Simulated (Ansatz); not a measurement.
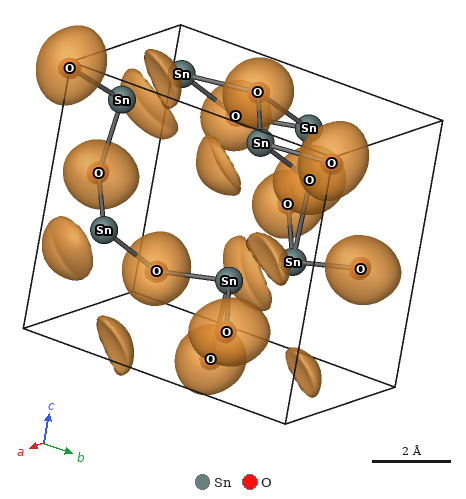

*Sn$_{7}$O$_{8}$ (cell with a defect). Isosurface of the electron localisation function at 0.6 (orange), seen slightly off an axis. Only the valence region is drawn (cores and ρ < 0.01 e/Å³ removed). Sticks mark near contacts.*

The calculation used DFT PBE+D3(BJ), scalar-relativistic, plane waves, PAW (Ansatz).

**What do the ELF domains correspond to?**

The surface consists of seven lobes on Sn, pointing away from the bonds (lone pairs) and eight regions wrapped around O (the valence shell of each), counted in one cell of 15 atoms. Regions shared between cells count once. Profiles from the grid: Sn–O (2.10 Å): the ELF peaks at about 0.80 in the valence shell of O, 0.6 Å from its nucleus, and is about 0.25 at the midpoint: no shared electron pair shows on this line. Sn–O (2.16 Å): the ELF peaks at about 0.85 in the valence shell of O, 0.6 Å from its nucleus, and is about 0.25 at the midpoint (no localised pair shows between them).

**Metal or insulator at this level of theory?**

It is metallic or semimetallic at this level of theory: no gap opens.
